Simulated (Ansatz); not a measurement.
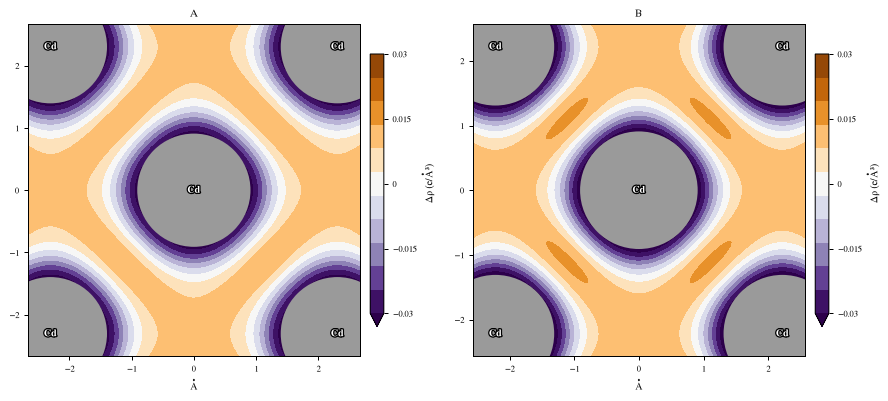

Cd: deformation density on the (010) plane of the conventional cell at two volumes, with the same fractional coordinates and one colour scale. Grey discs cover the cores.

Space group Fm-3m. This isn't the usual form at ambient conditions. The cell comes from a database of computed structures, not from a measurement.

The calculation used DFT PBE, scalar-relativistic, plane waves, PAW (Ansatz).

Q: How do the two volumes compare, and how does the bonding charge respond?

A: A is the larger cell: A has 112 % of the volume of B.
- From B to A, Cd–Cd goes from 3.14 to 3.26 Å, and Δρ at its midpoint from +0.015 to +0.013 e/Å³.
- The pressure is 2.1 GPa in B and −2.5 GPa in A.
- The rearranged charge is 0.16 e an atom in B and 0.16 e in A.

Run times: 6.5 s (base cell) and 6.5 s (scaled cell), on 1 thread of Arm Neoverse N1, with other jobs on the host.
